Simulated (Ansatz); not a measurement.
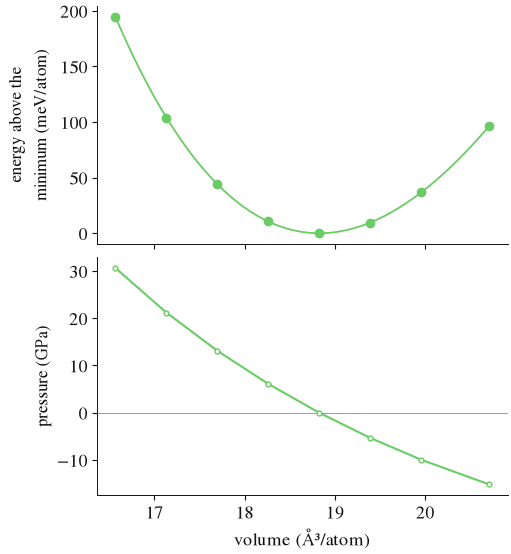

The figure shows the energy above the minimum and pressure against volume for Ta, space group Fm-3m (No. 225).

Cell as given: a = 2.986 Å, b = 2.986 Å, c = 2.986 Å, α = 60.00°, β = 60.00°, γ = 60.00°; 1 atom.

Method: third-order Birch-Murnaghan fit to density functional energies at scaled volumes of the given relaxed cell, shape and atoms relaxed at each volume; energies count from the fitted minimum; plane waves with PAW datasets, Γ-centred k mesh (Ansatz 0.2.0). Level: PBE, no spin polarisation.

| setting | value |
| --- | --- |
| wave cutoff | 420 eV |
| k mesh | 18×18×18 |
| occupations | Gaussian |
| smearing width | 0.1 eV |

> What equilibrium volume and bulk modulus follow from the curve?

A third-order Birch–Murnaghan fit gives V0 = 18.83 Å³/atom, B0 = 190 GPa and B′ = 3.6.

> Read off the course of the pressure.

It falls from 30.64 GPa at volume 16.569 Å³/atom to −15.18 GPa at 20.711 Å³/atom, and changes sign near 18.83 Å³/atom.

> Is there a gap?

No, the levels on the k mesh show a metal at every point.
